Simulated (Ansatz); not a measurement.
**Single-point calculation of Mg23O24 (charge −2) (part 3 of 3)**

The same run, continued: Mg23O24 (defect cell, 47 atoms in the cell, total charge −2); DFT PBE, scalar-relativistic, plane waves, PAW, spin-polarised (Ansatz 0.2.0); cutoff 420 eV, 2×2×2 k-mesh, Gaussian smearing of 0.05 eV, collinear spins. The structure derives from a Materials Project entry.

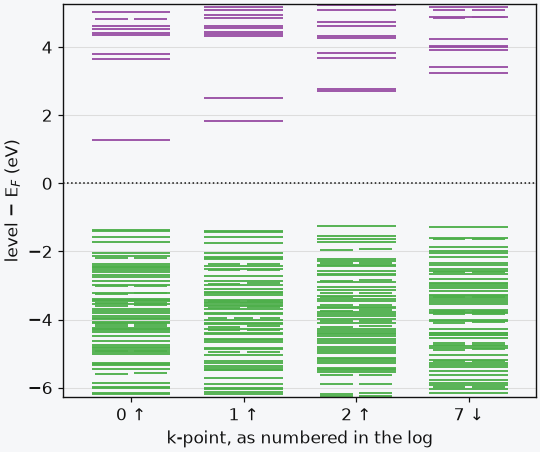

*Kohn–Sham levels near the Fermi level (dotted) at the few k-points that the log prints; levels within 0.02 eV of each other stand side by side.*

Among these points the highest filled and lowest empty levels are 2.54 eV apart, which is the gap on the mesh.

### Results in brief

| quantity | value |
| --- | --- |
| outcome | converged |
| electrons treated | 376 |
| free energy | −57913.1326 eV |
| Fermi energy | 7.965 eV |
| gap on the k-point mesh | 2.54 eV |
| net moment of the cell | 0.00 μB |
| integrated absolute moment | 0.00 μB |
| largest force (length of the vector) | 0.937 eV/Å |
| wall time | 2.6 min (CPU time 10 min) |
| peak memory | 3.1 GiB |

The program warns: some starting moments were not kept. The cell is charged and computed with a neutralising background, so its energy and pressure depend on the cell and aren't those of a real crystal.
